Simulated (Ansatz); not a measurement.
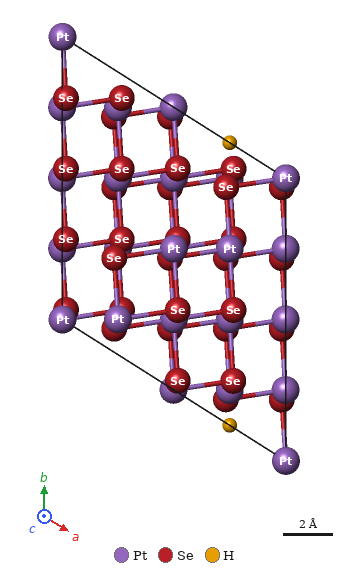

Starting structure of a defect cell of composition HPt$_{16}$Se$_{32}$ (cell charge −1). Style: ball-and-stick. Shown: the cell of the calculation, along the c axis.

Case: H interstitial, charge -1, atoms relaxed at the host's cell.

Method: Ansatz, DFT PBE, scalar-relativistic, plane waves, PAW.

Set-up: plane-wave cutoff 420 eV; k-point mesh 2 × 2 × 2; occupations gaussian; smearing width 0.01 eV; mesh shifted by (0.5, 0.5, 0.5); no spin polarisation; atoms relaxed in a fixed cell; force threshold 0.025 eV/Å; at most 45 steps.

```xyz
49
Lattice="-9.3789 -3.2489 -6.5013 -1.8758 9.7468 6.5013 9.3789 3.2489 -6.5013" Properties=species:S:1:pos:R:3 pbc="T T T"
Pt   -3.7495   -0.0012   -6.5042
Pt   -5.6301    3.2505   -0.0010
Pt   -7.5052    6.4991    0.0028
Pt   -1.8743    9.7460    0.0197
Pt   -0.0015    0.0009   -0.0197
Pt   -1.8737    3.2478   -6.5042
Pt   -1.8776    3.2500    0.0007
Pt   -3.7522    6.4980   -0.0012
Pt    1.8754    3.2495   -6.5025
Pt   -7.5025   -0.0001   -6.5002
Pt   -0.0021    6.4991   -6.4985
Pt    0.0018    6.4969   -0.0007
Pt    5.6256    3.2500   -6.5006
Pt   -5.6246    3.2474   -6.5003
Pt    1.8775    9.7458   -0.0007
Pt   -3.7511    6.4974   -6.5002
Se   -1.8834    1.0874   -1.3115
Se    5.6280    7.5795   -1.3078
Se    3.7538   10.8313   -1.3057
Se    1.8805    1.0868   -1.3116
Se    1.8655    1.0758   -7.8058
Se   -0.0001    4.3292   -1.3057
Se    0.0008    4.3341   -7.8075
Se    7.5022   10.8238   -1.3116
Se    3.7531    4.3321   -1.3078
Se    3.7496    4.3334   -7.8095
Se    1.8791    7.5790   -1.3047
Se   -7.5083    4.3349   -1.3044
Se   -1.8616    1.0748   -7.8082
Se   -3.7539    4.3329   -1.3082
Se   -5.6288    7.5791   -1.3062
Se   -1.8747    7.5934   -1.3045
Se   -3.7464    2.1630   -5.1969
Se   -5.6288    5.4148    1.3078
Se   -5.6259   -1.0812   -5.1952
Se    0.0009    2.1720   -5.1898
Se   -9.3800   -1.0955   -5.1968
Se   -1.8766    5.4128   -5.1952
Se   -1.8757    5.4176    1.3057
Se   -3.7563    8.6601    1.3116
Se    1.8752    5.4163   -5.1935
Se   -7.5008    2.1650   -5.1931
Se   -0.0142    8.6720   -5.1944
Se    0.0077    8.6594    1.3115
Se    5.6240    5.4168   -5.1967
Se   -5.6253    5.4134   -5.1931
Se    3.7493    2.1645   -5.1956
Se   -3.7412    8.6710   -5.1968
H     0.0000    0.0000   -9.7520
```

**Where does the relaxation end?**

The largest moves, 0.031 Å, are those of Se21, Se32, Se37 and Se48. Se48 goes along [−3 0 −1]. Largest moves by element: Se 0.031 Å, Pt 0.007 Å. H stays in place. The lattice vectors keep their values. Among the contacts that change: Pt10–Se25 2.532 → 2.547 Å, Pt11–Se23 2.530 → 2.541 Å. The energy falls by 28.5 meV per cell of the calculation in 2 accepted moves (3 points after the start). The largest force component goes from 0.16 to 0.015 eV/Å. 1 step only repeated the SCF at the same geometry. The run took 6.7 min on 4 threads of Arm Neoverse V2, on a shared host, peak memory 7.3 GiB.

Limits of the set-up: the cell is charged, on a uniform background, and energies carry no finite-size correction.
